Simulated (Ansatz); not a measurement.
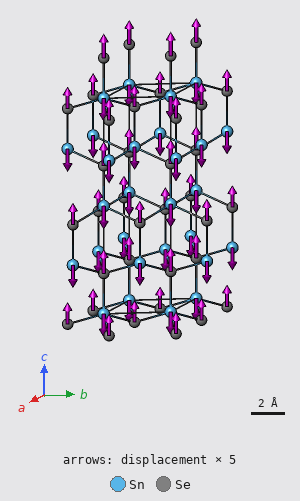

A relaxation of a crystal of SnSe (built on the 4H polytype type). The starting structure is drawn; purple arrows show the displacements (the part carried along by the change of the cell is left out), magnified 5 times.

A ball-and-stick model of the cell of the calculation, seen slightly off an axis.

Level of theory: DFT, PBEsol, plane waves, PAW in Ansatz 0.2.0. Set-up: plane-wave cutoff 420 eV; k-point mesh 6 × 6 × 2; occupations fermi dirac; smearing width 0.03 eV; no spin polarisation; cell and atoms relaxed; force threshold 0.01 eV/Å; at most 120 steps.

What happened in the run?

The energy falls by 818 meV per atom in 13 accepted moves (16 points after the start). Largest force component: 0.37 eV/Å at the start, 0.0022 eV/Å at the end. Pressure: 25.76 GPa at the start and −0.01 GPa at the end. The line search rejected the trial step at point 11 of the run. At 2 points the geometry stayed and the basis and grid were re-selected for the new cell (energy shift of 13.3 meV per atom at most each time). The largest moves relative to the cell, 0.31 Å, are those of Se atoms. Largest moves by element: Se 0.31 Å, Sn 0.30 Å. The drawn cell changes as follows: a = b 4.143 → 5.019 Å (+21.1 %), c 13.530 → 11.844 Å (−12.5 %); the volume changes by +28.5 %. Some distances before and after: Se–Sn 4.228 → 3.099 Å, Se–Sn 2.537 → 2.901 Å, Se–Sn 2.537 → 2.823 Å, Se–Sn 2.537 → 2.786 Å. New bonds form, among them: Se–Sn (4.23 → 3.10 Å). Bond angles that change, for instance: Se–Sn–Se 109.5° → 92.9°, Sn–Se–Sn 109.5° → 93.3°, Se–Sn–Se 109.5° → 119.7°. The space group stays P6_3mc (No. 186).
